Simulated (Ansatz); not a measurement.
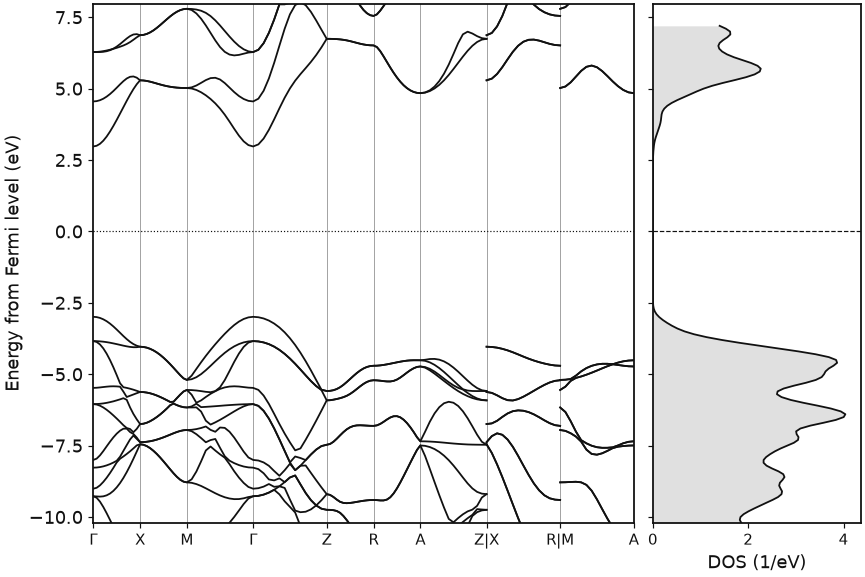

Band structure and density of states. Energies are counted from the Fermi level. The DOS curve is built from the levels of the k mesh with Gaussians 0.55 eV wide, which also blur the band edges; ripples of that width can come from the mesh.

The material is rutile-type SiO2, space group P4_2/mnm, 6 atoms in the cell; a = 4.233 Å, c = 2.693 Å (tetragonal axes).

Level of theory: r2SCAN, Ansatz PAW, no spin polarisation, no spin-orbit coupling, 6×6×10 k mesh, 500 eV cutoff; code Ansatz.

What does the band structure say about the gap?

The material is gapped. The gap along this path is 5.96 eV and direct: both edges lie at Γ.

How much do the top valence band and the lowest conduction band disperse along the path?

The top valence band spans 2.6 eV and the lowest conduction band 3.8 eV.

How many bands meet at the valence-band top?

The top valence level at Γ is a single band, not degenerate (spin aside).

What are the direct gaps at A, M and X?

The direct gaps are 9.35 eV at A, 10.22 eV at M and 9.33 eV at X.

The PAW data sets were made with another functional. LDA, GGA and most meta-GGA functionals understate gaps. The cell is at −10 GPa in this functional. The usual form of SiO2 is α-quartz.
